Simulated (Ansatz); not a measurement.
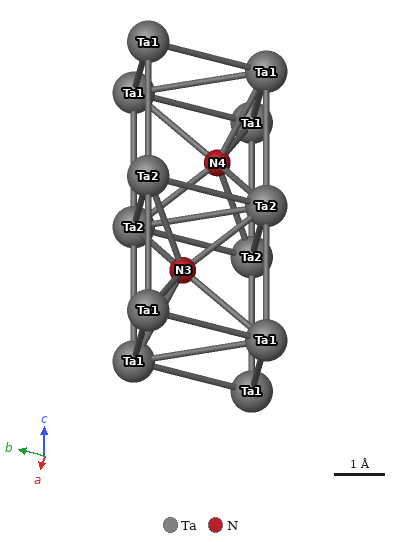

Fig. 1: The structure as given in the input (ball-and-stick view of the cell of the calculation, seen at an oblique angle; atoms are numbered from 1 in the order of the input). An atom can appear more than once, as a periodic image. Near neighbours in the periodic cell (some may lie outside the picture): Ta has 6 N at 2.25 Å and 8 Ta at 2.93 to 2.97 Å; N has 6 Ta at 2.25 Å.

# TaN: single-point calculation

The run: single-point calculation of TaN (P6₃/mmc, 4 atoms in the cell). Method and program: DFT PBEsol, scalar-relativistic, plane waves, PAW, PAW set soft_1, no spin polarisation (Ansatz 0.2.0).

The structure derives from an entry of the Crystallography Open Database. Figures and captions count atoms from 1; the log counts them from 0 in places.

**Input file**
```yaml
crystal:
  lattice:
    - [2.9663217678, 0.0, 0.0]
    - [-1.4831608839, 2.5689100068, 0.0]
    - [0.0, 0.0, 5.8600190937]
  atoms:
    - { symbol: Ta, position: [0.0, 0.0, 0.0] }
    - { symbol: Ta, position: [0.0, 0.0, 0.5] }
    - { symbol: "N", position: [0.3333333333, 0.6666666667, 0.25] }
    - { symbol: "N", position: [0.6666666667, 0.3333333333, 0.75] }
basis:
  ecutwfc: 520.0
kpoints:
  mp_grid: { grid: [15, 15, 8] }
hamiltonian:
  xc: pbesol
  pseudopotentials: { kind: paw, azcp: { folder: soft_1 } }
scf:
  occupations: { method: gaussian, width: 0.15 }
output:
  forces: true
  stress: true
  eigenvalues: true
  write_density: true
  write_potential: true
  elf: true
  volumetric_format: npy
```

Run as:
```bash
ansatz run input.yaml --threads 2 --pin off --max-ram 4096MiB --backend cpu --events-out ev --progress --plain --runs-dir out
```

**The program's output**
```
Warning: [file] the record states the generating functional pbe (its physics header spells it `PBE`), which answers neither for hamiltonian.xc's functional nor for the pbesol family's — results may be inconsistent (PPs are generated against a specific XC)
Warning: [file] the record states the generating functional pbe (its physics header spells it `PBE`), which answers neither for hamiltonian.xc's functional nor for the pbesol family's — results may be inconsistent (PPs are generated against a specific XC)
Engine: ansatz 0.2.0, aarch64-unknown-linux-gnu
Pseudopotentials: kind: paw
Pseudopotential: Ta, paw, valence charge 13, recommended cutoff 420 eV (normal), [file]
Pseudopotential: N, paw, valence charge 5, recommended cutoff 420 eV (normal), [file]
Functional definition: PBEsol
  exchange = pbesol_x
  correlation = pbesol_c
Crystal: 4 atoms, lattice volume = 44.655 Å³
Basis set: ecut = 520 eV, 1245 PW (Γ), exchange–correlation on 48×48×90 points (8 copies of the dense FFT grid, shifted against one another)
Bands: 22, of which v1, the nominal top of the filled ones, is band 18 counted from 1 (17 counted from 0)
Symmetry: 24 space group operations
Space group: P63/mmc (ITA 194), of the structure as read, at distance tolerance 3.5e-5 Å
k-points: 135 of 1800
Non-local potential: Ta, projectors of the file, l = 0: 3, l = 1: 2, l = 2: 2, l = 3: 1
Non-local potential: N, projectors of the file, l = 0: 2, l = 1: 2, l = 2: 1
PAW form: soft (Blöchl's): semilocal exchange-correlation on the pseudo side does not see the compensation charge
PAW frozen core: Ta, regenerated for the run's functional, and the local potential with it (the file was generated under x = pbe(κ = 0.804, μ = 0.2195149727645171), c = pbe(β = 0.06672455060314922))
PAW frozen core: N, regenerated for the run's functional, and the local potential with it (the file was generated under x = pbe(κ = 0.804, μ = 0.2195149727645171), c = pbe(β = 0.06672455060314922))
PAW one-centre angular grid: Ta, 590 points (default); XC on 64 Gauss nodes
PAW one-centre angular grid: N, 110 points (default); XC on 64 Gauss nodes
Initial density: superposition of atomic densities (chi_scale 0.1, normalization cell, long waves kept (reshape's long-wave potential 0.00 eV rms))
Initial wavefunctions: pseudopotential atomic-orbital guess
Functional: x = pbesol(κ = 0.804, μ = 0.12345679012345678), c = pbesol(β = 0.046)
SCF iter   1: F=—  HF=-20376.152011 eV  |F-HF|=—  |Δ(HF+E_count)|=         —  Δρ=3.91e-2  dr2=3.40e-1  ethr=3.10e-3  ⟨swp⟩=4.8  Hψ=12277  notcnv=0
preconditioner: auto → Kerker (q_TF=auto, 2.632 Å⁻¹)  [metal: Δε(μ)=0.017 eV  Ē_g=9.322 eV  σ=0.150 eV  W_gap=0.06  n_scr=10 (ndim 8)  ℏωp=24.9 eV  f_vac=0.000  D(μ)=1.22/eV (n_scr^D=4)]
SCF iter   2: F=—  HF=-20376.150667 eV  |F-HF|=—  |Δ(HF+E_count)|=   1.34e-3  Δρ=2.44e-2  dr2=1.20e-1  ethr=9.44e-4  ⟨swp⟩=1.0  Hψ=4050  notcnv=0
SCF iter   3: F=—  HF=-20376.149364 eV  |F-HF|=—  |Δ(HF+E_count)|=   1.30e-3  Δρ=5.43e-3  dr2=1.52e-2  ethr=3.33e-4  ⟨swp⟩=1.6  Hψ=3623  notcnv=0
SCF iter   4: F=—  HF=-20376.146453 eV  |F-HF|=—  |Δ(HF+E_count)|=   2.91e-3  Δρ=1.46e-3  dr2=1.05e-3  ethr=4.23e-5  ⟨swp⟩=2.0  Hψ=4258  notcnv=0
SCF iter   5: F=—  HF=-20376.146330 eV  |F-HF|=—  |Δ(HF+E_count)|=   1.22e-4  Δρ=2.46e-4  dr2=3.00e-5  ethr=2.92e-6  ⟨swp⟩=2.5  Hψ=4202  notcnv=0
SCF iter   6: F=—  HF=-20376.146331 eV  |F-HF|=—  |Δ(HF+E_count)|=   4.39e-7  Δρ=4.36e-5  dr2=8.68e-7  ethr=8.34e-8  ⟨swp⟩=2.1  Hψ=4101  notcnv=0
SCF iter   7: F=-20376.146331 eV  HF=-20376.146331 eV  |F-HF|=7.08e-9  |Δ(HF+E_count)|=   5.43e-8  Δρ=6.87e-6  dr2=1.64e-8  ethr=2.78e-10  ⟨swp⟩=9.8  Hψ=21020  notcnv=0
SCF 1 converged in 7 iterations: F = -20376.146331 eV  dr2 = 1.64e-8
  greatest PAW one-centre occupation: 0.999 electrons in one spin orbital (limit 2), on the Ta atom at site 1 (counted from 0), in its partial waves of l = 0
```

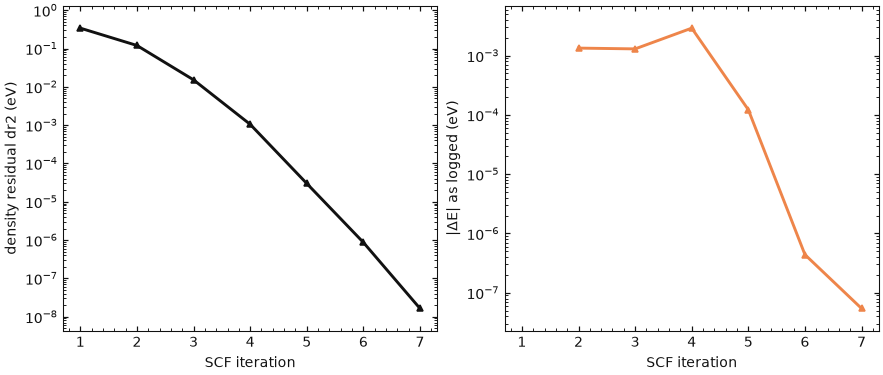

Fig. 2: Convergence of the self-consistent field: density residual dr2 and size of the energy change against the SCF iteration. The residual falls at every step.

```
SCF converged after 7 iterations
Free energy (F): -20376.146331 eV
Harris-Foulkes:  -20376.146331 eV  (|F-HF|=7.08e-9)
Internal energy: -20376.132296 eV  (E = F + TS)
E sigma→0 (E₀):  -20376.139313 eV
Entropy (-TS):   -0.014035 eV (-3.509 meV/atom)
Fermi energy:    19.274519 eV
--- Per-component energies (eV) ---
  E_band       = -136.226018
  E_kinetic    = 1041.437029
  E_local      = -1227.431934  (includes V_loc(G=0)·N_el)
  E_nonlocal   = 52.467214
  E_hartree    = 432.303980
  E_xc         = -755.914486
  E_vxc        = -617.678503  (∫ρ·V_xc dr)
  E_paw        = -16608.414995  (= ΣΔE_a)
  E_vpaw       = -249.627190  (= ΣTr[D̂ρ^β])
  E_aug_tail   = 0.000044  (compensation charges beyond the density's cutoff)
  E_ewald      = -3311.062772
  E_core_change = 0.483623  (= ΣΔE_core)
  E_smearing   = -0.014035  (= −TS)
  E_closure    = -0.000000  (closes the sum)
  Σ components = -20376.146331   (vs F -20376.146331, Δ=0.00e0)
--- Forces (eV/Å), atoms counted from 1 ---
  atom   1  Ta     0.00000000     0.00000000     0.00000000
  atom   2  Ta     0.00000000    -0.00000000     0.00000000
  atom   3  N      0.00000000     0.00000000     0.00000000
  atom   4  N      0.00000000    -0.00000000     0.00000000
  max |Σ_I F_I| component: 1.05e-30 eV/Å
--- Stress (GPa, compression-positive) ---
      -19.713616      -0.000000       0.000000
        0.000000     -19.713616       0.000000
        0.000000       0.000000      -7.749309
  P = ⅓ Tr σ = -15.7255 GPa (-157.255 kbar)
--- Band table (eV; the first three rows and the last of 135) ---
  k-point 0: bands = ["-49.2201", "-49.1792", "-16.2950", "-15.4971", "-15.3482", "-15.3482", "-15.2800", "-15.2800", "1.8676", "4.2139", "10.1168", "14.2837", "14.2837", "15.1146", "15.8355", "17.1335", "17.1335", "19.0188", "19.0188", "19.6313", "19.6313", "21.9333"]
  k-point 1: bands = ["-49.2186", "-49.1808", "-16.2666", "-15.5296", "-15.3456", "-15.3456", "-15.2827", "-15.2827", "1.9417", "4.0948", "10.2851", "14.3472", "14.3472", "14.6511", "16.2605", "16.8664", "16.8664", "19.2849", "19.2849", "19.6814", "19.6814", "21.6267"]
  k-point 2: bands = ["-49.2142", "-49.1852", "-16.1847", "-15.6211", "-15.3383", "-15.3383", "-15.2901", "-15.2901", "2.1561", "3.7792", "10.7482", "13.8877", "14.5358", "14.5358", "16.3290", "16.3290", "16.9521", "19.7748", "19.7748", "19.8210", "19.8210", "20.7973"]
  k-point 134: bands = ["-49.1244", "-49.1244", "-15.9575", "-15.9575", "-15.9429", "-15.9429", "-15.6980", "-15.6980", "4.1115", "4.1115", "12.2175", "12.2175", "13.5054", "13.5054", "13.5831", "13.5831", "18.8779", "18.8779", "21.9280", "21.9280", "22.0609", "22.0609"]
```

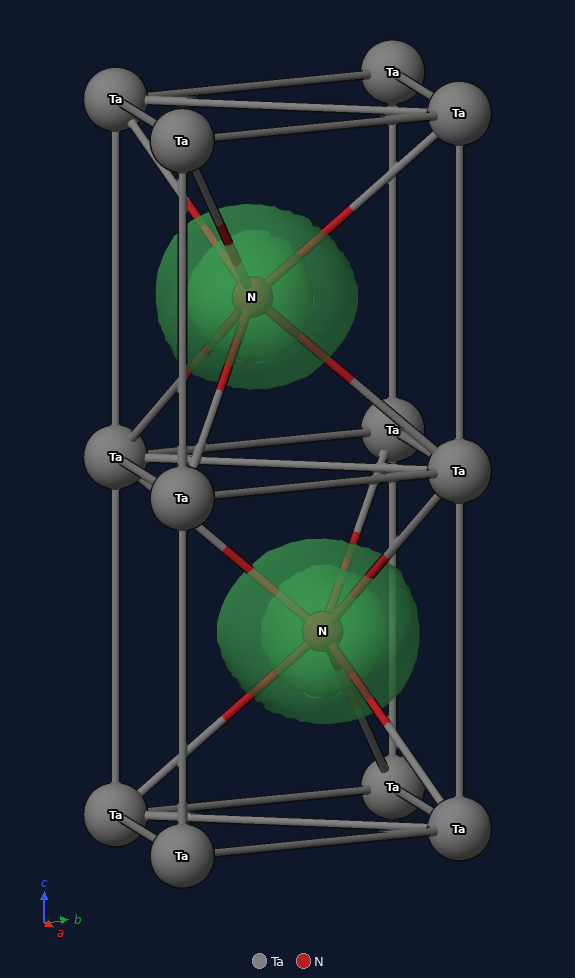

Fig. 3: Isosurface of the electron localisation function at 0.75 (green), seen slightly off an axis. Core shells and regions of very low density are left out. Sticks mark near contacts. The outline is the cell set on symmetry axes. Profiles from the grid: Ta–N (2.25 Å): the ELF is about 0.15 at the midpoint (a polar contact without a shared pair, in a metal). Ta–Ta (2.93 Å): the ELF is about 0.25 at the midpoint (no localised pair between them). The fields are those of the smooth PAW valence density.

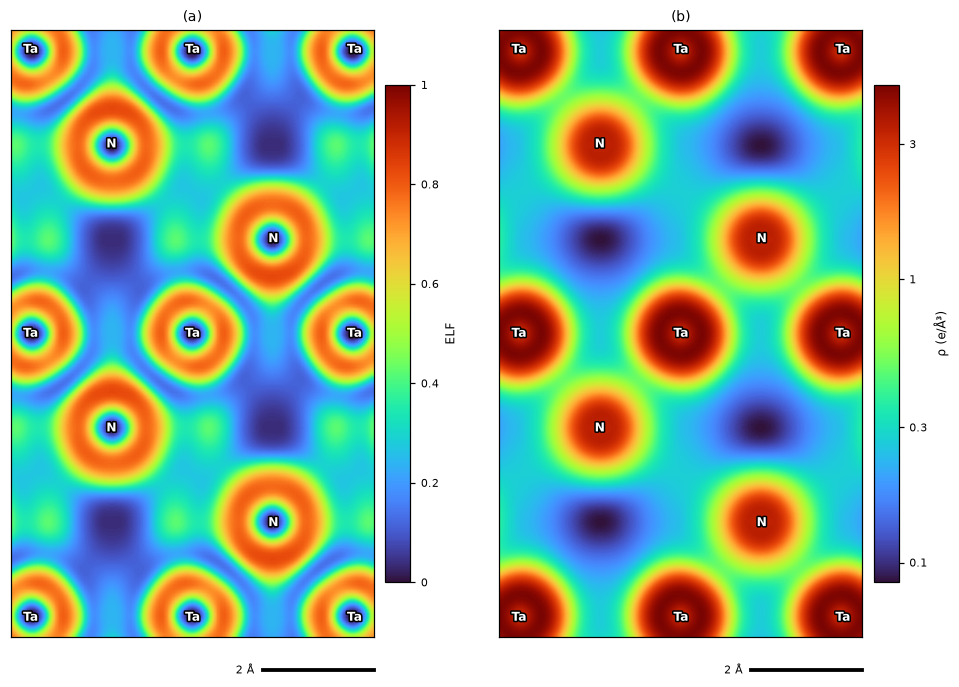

Fig. 4: (a) electron localisation function; (b) valence pseudo-density on the (110) plane of the conventional cell. Ta–N (2.25 Å): ρ at the midpoint is about 0.5 e/Å³; the ELF is about 0.15 at the midpoint; no shared pair; the contact is polar. Ta–Ta (2.93 Å): ρ at the midpoint is about 0.27 e/Å³; the ELF is about 0.25 at the midpoint; no localised pair between them. Away from the nuclei the density in this plane falls to 0.09 e/Å³ at its lowest. The strong features right at Ta lie inside the PAW spheres (semicore, d or f shells) and say nothing about bonding.

**Results in brief**

| quantity | value |
| --- | --- |
| outcome | converged |
| space group (tolerance 0.01 Å) | P6₃/mmc (194) |
| electrons treated | 36 |
| free energy | −20376.1463 eV |
| Fermi energy | 19.275 eV |
| gap on the k-point mesh | none (metallic) |
| pressure | −15.73 GPa |
| largest force (length of the vector) | under 0.001 eV/Å |
| hardware | 2 threads of Arm Neoverse N1, 98 GiB of memory available, shared host |
| wall time | 10 s (CPU time 20 s) |
| peak memory | 0.42 GiB |

**Notes**

Warnings of the run: the PAW datasets were made with another functional. Spin–orbit coupling is left out, which matters for Ta.
